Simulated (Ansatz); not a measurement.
## Electronic structure of Al3Ga2As5 in real space

The calculation's input:

```
crystal:
  lattice:
    - [-2.0296007536, 2.0296007536, 14.3030303723]
    - [2.0296007536, -2.0296007536, 14.3030303723]
    - [2.0296007536, 2.0296007536, -14.3030303723]
  atoms:
    - { symbol: Al, position: [0.5, 0.5, 0.0] }
    - { symbol: Al, position: [0.7000888504, 0.7000888504, 0.0] }
    - { symbol: Al, position: [0.2999111496, 0.2999111496, 0.0] }
    - { symbol: Ga, position: [0.8999512396, 0.8999512396, 0.0] }
    - { symbol: Ga, position: [0.1000487604, 0.1000487604, 0.0] }
    - { symbol: As, position: [0.5496991098, 0.0496991098, 0.5] }
    - { symbol: As, position: [0.1503894492, 0.6503894492, 0.5] }
    - { symbol: As, position: [0.75, 0.25, 0.5] }
    - { symbol: As, position: [0.3496105508, 0.8496105508, 0.5] }
    - { symbol: As, position: [0.9503008902, 0.4503008902, 0.5] }
basis:
  ecutwfc: 420
kpoints:
  mp_grid: { grid: [10, 10, 10] }
hamiltonian:
  xc: pbe
scf:
  occupations: { method: gaussian, width: 0.02 }
output:
  forces: true
  stress: true
  eigenvalues: true
  write_density: true
  write_potential: true
  elf: true
  volumetric_format: npy
relax:
  adjacent_minimum: "off"
  f_tol: 0.01
  max_steps: 80
  cell: { stress_tol: 0.05 }
```

Run with:

```sh
ansatz run input.yaml --threads 4 --pin off --max-ram 8192MiB --backend cpu --events-out ev --progress --plain --runs-dir out
```

Below, planes, directions and counts refer to the conventional cell (a = 4.06 Å, b = 4.06 Å, c = 28.67 Å, α = 90.00°, β = 90.00°, γ = 90.00°).

The fields are those of the run's last geometry, not of the input's.

Space group I-4m2; a structure generated by program, which may or may not match a known phase.

Method: Ansatz, DFT PBE, scalar-relativistic, plane waves, PAW.

The density is the valence pseudo-density of a PAW calculation; it isn't the true density close to the nuclei.

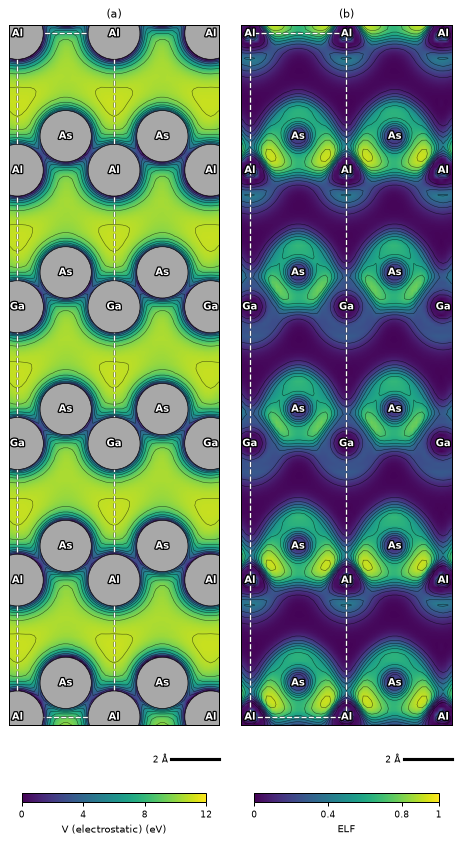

Figure 1. (a) electrostatic potential (local pseudopotential plus Hartree) felt by an electron; (b) electron localisation function on the (010) plane of the conventional cell. Grey discs cover the atomic cores in the potential map.

Question: Describe what can be read from this map.

Answer:
- The plane passes through Al, Ga and As nuclei.
- Al–As (2.48 Å): the ELF peaks at about 0.95 between the atoms; a shared electron pair.
- Ga–As (2.49 Å): the ELF peaks at about 0.80 between the atoms; a covalent bond.
- Outside the cores the potential energy rises away from the atoms and is highest about 2.4 Å from the nearest atoms; its zero is arbitrary.

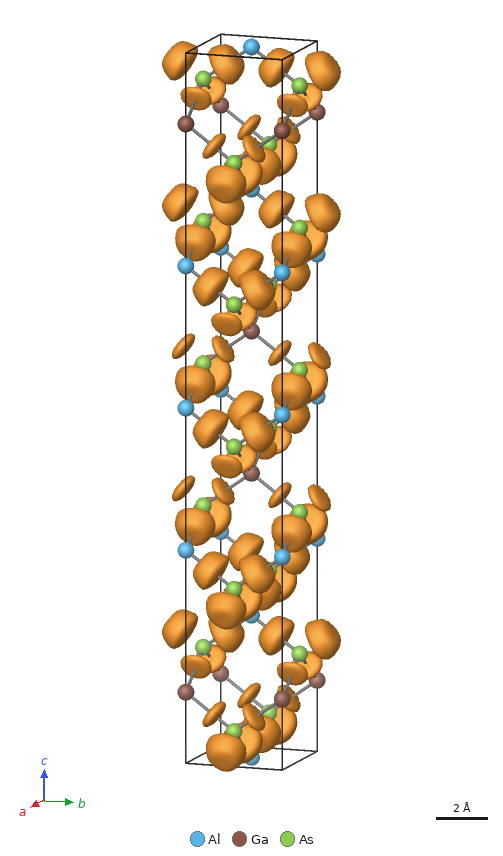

Figure 2. Isosurface of the electron localisation function at 0.7 (orange), seen slightly off an axis. Core shells and regions of very low density are left out. Sticks mark near contacts.

Question: What do the ELF domains correspond to?

Answer: At this value the surface marks out 24 regions between bonded Al–As atoms (shared pairs) and 16 regions between bonded As–Ga atoms (shared pairs), counted in one cell of 20 atoms. Any copies at cell faces, edges or corners count once.

Question: Metal or insulator at this level of theory?

Answer: It is gapped, with a Kohn–Sham gap of 1.0 eV on the k-point mesh, an upper bound to the gap of this method.
